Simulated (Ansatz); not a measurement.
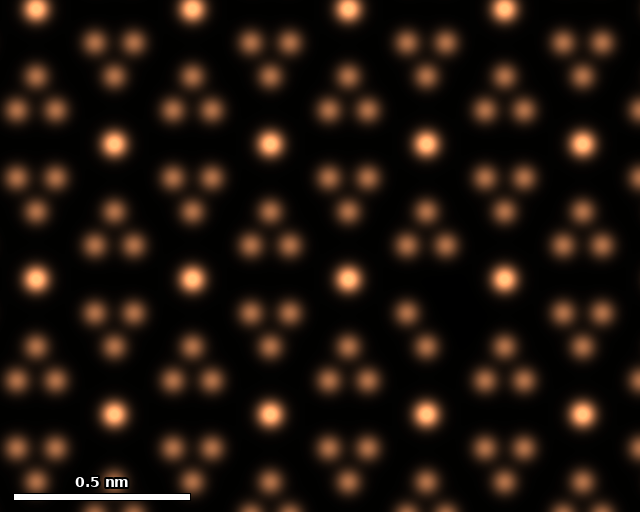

Z-contrast image of Au (Pm-3n, No. 223) along [111]. Simulation: incoherent imaging, intensity Z^1.7 per atom, probe width 0.57 Å, thin sample. The probe carries 15 % of its weight in a tail 2.5 times as wide.

The sample is 1 repeat (9.4 Å) thick. One point defect was put into the perfect crystal, without relaxing the atoms around it. Brightness is counted from the darkest point of the image. Host structure: the geometry given to an electronic-structure calculation, possibly off equilibrium; the starting structure was generated, so it need not be a known form of this composition.

Where is the defect (in Å from the left and the top edge), and what does its contrast suggest?

Answer. At about 13 Å from the left and 9 Å from the top. The column has all but vanished there, which points to a vacancy or a much lighter atom. The column holds 1 atom (Au) through the sample, and one Au atom is missing, so its peak vanishes.
